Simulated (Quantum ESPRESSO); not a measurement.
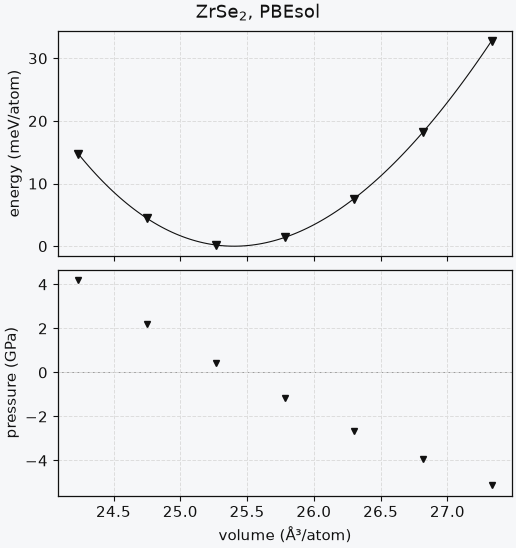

How it was computed, with Quantum ESPRESSO 7.5: plane-wave DFT, no spin polarisation; energies at scaled volumes of the given cell, shape and fractions fixed, counted from the fit's minimum, third-order Birch-Murnaghan fit. Level: PBEsol.

k mesh 8×8×5; occupations Fermi–Dirac; smearing width 0.05 eV; potentials PseudoDojo 0.4.1 SR PBEsol standard; wave cutoff 1170 eV; density cutoff 4680 eV.

Cell as given: a = 3.798 Å, b = 3.798 Å, c = 6.192 Å, α = 90.00°, β = 90.00°, γ = 120.00°; 3 atoms.

Energy and pressure against volume for ZrSe₂, space group P-3m1 (No. 164).

A third-order Birch–Murnaghan fit gives V0 = 25.40 Å³/atom, B0 = 81.4 GPa and B′ = 4.1. The energy is 14.73 meV/atom at volume 24.24 Å³/atom and 32.79 meV/atom at 27.33 Å³/atom; the lowest computed point is at volume 25.27 Å³/atom (0.18 meV/atom), in a single well. The pressure falls from 4.20 GPa at volume 24.24 Å³/atom to −5.13 GPa at 27.33 Å³/atom, and changes sign near 25.41 Å³/atom.

Limits of the calculation: shape and atomic fractions are frozen while scaling, which makes layered, chain and framework solids too stiff.
